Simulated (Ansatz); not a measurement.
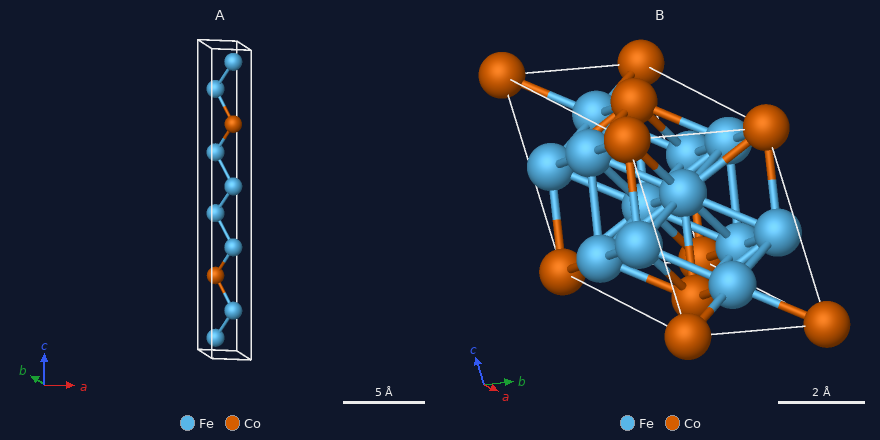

Two structures of Fe4Co, each relaxed to rest (conventional cells in solid outline, small ones repeated, not to one scale). Method: DFT PBE, scalar-relativistic, plane waves, PAW (Ansatz 0.2.0), with collinear spins.

### Which two forms are compared?

A: 10 atoms a cell on a primitive hexagonal lattice, P6_3/mmc. B: 10 atoms a cell on a base-centred monoclinic lattice, C2/m.

### Which polymorph is favoured?

A is lower, by 33 meV/atom at this level of theory (energies at zero smearing). Volumes: A 10.5, B 10.7 Å³/atom.

One or both may be structure types tried for this composition rather than known phases.
